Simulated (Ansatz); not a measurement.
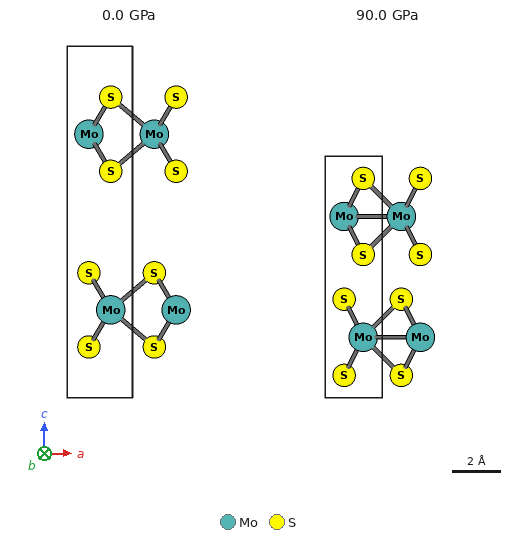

Crystalline MoS$_{2}$ (set up in P6_3/mmc), relaxed (cell and atoms) at several target pressures. The picture shows the first and the last member. Style: ball-and-stick. Shown: the cell of the calculation, repeated 2 × 1 × 1 with one cell outlined, along the b axis.

Computed with Ansatz 0.2.0: DFT PBE, scalar-relativistic, plane waves, PAW. Set-up: plane-wave cutoff 420 eV; k-point mesh 12 × 12 × 2 at 0.0 to 4.0, 12 × 12 × 4 at 12.0 to 90.0 GPa; occupations gaussian; smearing width 0.1 eV; no spin polarisation; cell and atoms relaxed; force threshold 0.008 eV/Å.

```csv
pressure (GPa),volume (Å³/atom),a (Å),c (Å)
0.0,21.683,3.185,14.808
1.0,18.912,3.176,12.991
4.0,17.390,3.151,12.134
12.0,15.799,3.093,11.440
25.0,?,?,?
50.0,12.890,2.910,10.542
90.0,11.384,2.783,10.185
```

**Estimate the missing row from the others, and compare with the calculation.**

Murnaghan's form V = V₀(1 + B′P/B₀)^(−1/B′), with V₀ = 21.683 Å³ from the row at zero pressure, fits the other rows with B₀ = 6.1 GPa and B′ = 7.89 (largest miss 0.606 Å³). At 25.0 GPa it gives 21.683 × (1 + 7.89 × 25.0/6.1)^(−1/7.89) = 13.903 Å³ per atom. One smooth curve fits the rows poorly, so the structure changes its way of compressing along the series. The calculation gives 14.447 Å³/atom (a = 3.019 Å, c = 10.984 Å). The estimate is 0.544 Å³/atom too low. From the first member to the last: S–S 4.657 → 2.476 Å, S–S 3.185 → 2.783 Å, Mo–Mo 3.185 → 2.783 Å.

The whole series:

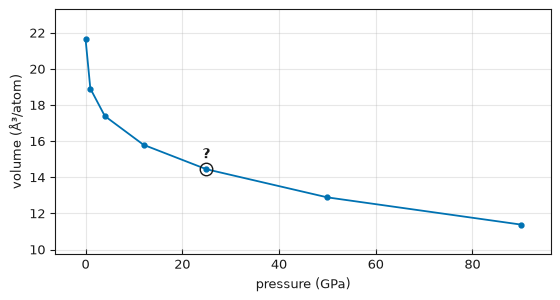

Each member starts from this one structure; whether another phase lies lower wasn't checked.

Limits of the set-up: layers or molecules are held without a dispersion correction, so their spacing is unreliable.
